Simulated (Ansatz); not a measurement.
# A thicker film of ZnO (10-10) from four thinner ones

In a field along its normal an insulating film takes a dipole p. Written as a length, p/(ε₀AE), it should grow by 1 − 1/ε for each ångström added.

**Method.** Ansatz 0.2.0, plane waves with PAW datasets (its set soft_2), PBE; wurtzite films relaxed at a bulk in-plane lattice constant near the measured one, then held in weak fields of both signs with a dipole correction (A is the cell's area, E the outer field).

```tsv
run	distance between the outer atoms (Å)	p/(ε₀AE) (Å)
3 units	6.782	6.963
4 units	9.639	9.293
5 units	12.510	11.616
6 units	15.385	13.941
8 units	21.138	?
```

**Question.** What value belongs in the row marked “?”, and how far can the other rows tell?

A least-squares line through the 4 rows shown has slope 0.8109 and intercept 1.4693; no row lies more than 0.007 Å off it. That slope means ε = 1/(1 − 0.8109) = 5.29. At 21.138 it gives 0.8109 × 21.138 + 1.4693 = 18.610 Å, beyond the rows fitted. Rounding and scatter of the rows alone allow about ±0.017 Å there.

The run itself gives 18.596 Å: a miss of −0.014 Å, or 0.1 % of the value. The length is met to within 1 %, though ε is more sensitive than the length: the two thickest films give ε = 5.24.

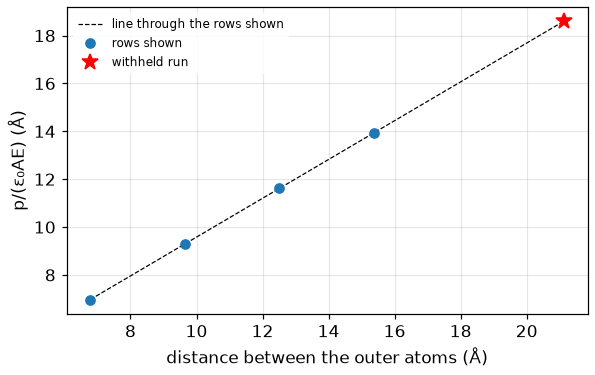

The fit and the withheld run.

Caveats: This is the electronic response alone. A unit is one step of the cut along the normal (a plane, a pair of planes or a cell), and the layers relax along it, away from their bulk spacing where the functional's lattice constant differs from the one held.

[Logs are printed without paths, hosts, clocks, repeated set-up lines and the standing remarks that a program may print on its own settings, such as how far it seeks lower states.]
